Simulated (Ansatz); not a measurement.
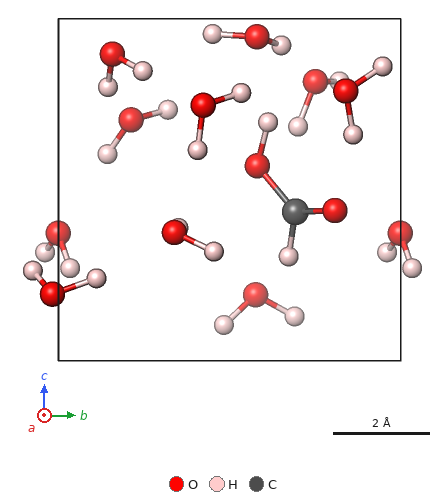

Starting frame of a dynamics run of a periodic cell with 10 H2O + 1 HCOOH at 1.035 g/cm³. It starts from the last geometry of an earlier run, with fresh velocities. A ball-and-stick model of the simulation cell, seen along the a axis.

The calculation used Ansatz, DFT r2SCAN-D3(BJ), scalar-relativistic, plane waves, PAW.

Input
```yaml
crystal:
  lattice:
    - [7.133492, 0.0, 0.0]
    - [0.0, 7.133492, 0.0]
    - [0.0, 0.0, 7.133492]
  atoms:
    - { symbol: O, position: [0.22241438, 0.99912113, 0.37333125] }
    - { symbol: H, position: [0.30092731, 1.03380781, 0.2710278] }
    - { symbol: H, position: [0.10404981, 0.96064762, 0.31739215] }
    - { symbol: O, position: [0.7755297, 0.33873854, 0.37546202] }
    - { symbol: H, position: [0.82726454, 0.45434676, 0.3195078] }
    - { symbol: H, position: [0.64621214, 0.35054013, 0.388616] }
    - { symbol: O, position: [0.17816492, 0.75107411, 0.8164031] }
    - { symbol: H, position: [0.18499935, 0.70035763, 0.68485325] }
    - { symbol: H, position: [0.0582976, 0.82117807, 0.81728033] }
    - { symbol: O, position: [0.58659147, 0.15744594, 0.89684743] }
    - { symbol: H, position: [0.67048914, 0.24626678, 0.84750195] }
    - { symbol: H, position: [0.48996806, 0.1444969, 0.80052825] }
    - { symbol: O, position: [0.88811576, 0.42306651, 0.74737579] }
    - { symbol: H, position: [0.8207249, 0.53424356, 0.78341332] }
    - { symbol: H, position: [0.86860201, 0.40686084, 0.61634751] }
    - { symbol: O, position: [0.49192103, 0.58022948, 0.94762031] }
    - { symbol: H, position: [0.38075003, 0.65143224, 0.92243899] }
    - { symbol: H, position: [0.45343883, 0.45069772, 0.9558156] }
    - { symbol: O, position: [0.25229631, 0.21219223, 0.70459676] }
    - { symbol: H, position: [0.17055731, 0.31983661, 0.73423616] }
    - { symbol: H, position: [0.19506898, 0.14305762, 0.60451044] }
    - { symbol: O, position: [0.8049971, 0.83985367, 0.78905231] }
    - { symbol: H, position: [0.75869743, 0.94773176, 0.86089686] }
    - { symbol: H, position: [0.76192483, 0.86141484, 0.6616196] }
    - { symbol: O, position: [0.87523546, -0.01771943, 0.19511426] }
    - { symbol: H, position: [0.87502778, 0.11105666, 0.24137213] }
    - { symbol: H, position: [0.77567054, -0.07502051, 0.2637855] }
    - { symbol: O, position: [0.00720516, 0.57626791, 0.19321925] }
    - { symbol: H, position: [-0.01311753, 0.69024902, 0.1299355] }
    - { symbol: H, position: [0.0597345, 0.48353063, 0.10504301] }
    - { symbol: O, position: [0.44401844, 0.58123583, 0.57035531] }
    - { symbol: C, position: [0.49666316, 0.69245852, 0.43587079] }
    - { symbol: O, position: [0.62254118, 0.80811932, 0.43961899] }
    - { symbol: H, position: [0.49371817, 0.61264601, 0.69759656] }
    - { symbol: H, position: [0.42455557, 0.67279868, 0.30530932] }
basis:
  ecutwfc: 500.0
kpoints:
  mp_grid: { grid: [1, 1, 1] }
hamiltonian:
  xc: r2scan
  dispersion: d3bj
scf:
  occupations: { method: fermi_dirac, width: 0.02 }
  lower_state_search: "off"
  max_iter: 95
md:
  timestep: 2.0
  n_steps: 20
  ensemble: nvt_langevin
  temperature: 350.0
  initial_velocities: maxwell_boltzmann
  seed: 196252
  friction: 0.02
```

Run as
```bash
ansatz run input.yaml --threads 1 --pin off --max-ram 3072MiB --backend cpu --events-out ev --progress --plain --runs-dir out
```

Predict how the run goes.

The mean temperature in the second half is 287 K (standard deviation 22 K). The potential energy in the second half lies on average 18.3 meV per atom above the first frame. Root-mean-square distances from the starting positions over the second half, with the common drift of all atoms taken out: H 0.42 Å, O 0.19 Å, C 0.16 Å. The heavy atoms stay within a fraction of a molecule's size of their starting places; so short a run doesn't tell a liquid from a solid. The time step of 2 fs is long for the fastest vibrations here (lightest element hydrogen).

Along the run:

```csv
time (fs),potential energy (meV/atom),T (K)
0.0,0.0,340
4.0,7.9,308
8.0,8.2,322
12.0,9.3,337
16.0,13.8,289
20.0,17.1,280
24.0,20.2,277
28.0,23.6,254
32.0,17.5,286
36.0,14.2,298
40.0,15.6,342
```

The paths of the atoms:

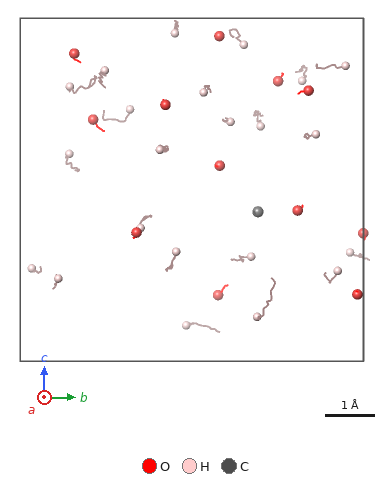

Limits of the set-up: the periodic images lie only 7.1 Å apart, so the values are limited by the cell's size.

The run took 8.5 min on 1 thread of Intel(R) Xeon(R) Platinum 8488C (Sapphire Rapids), on a shared host, peak memory 1.1 GiB.
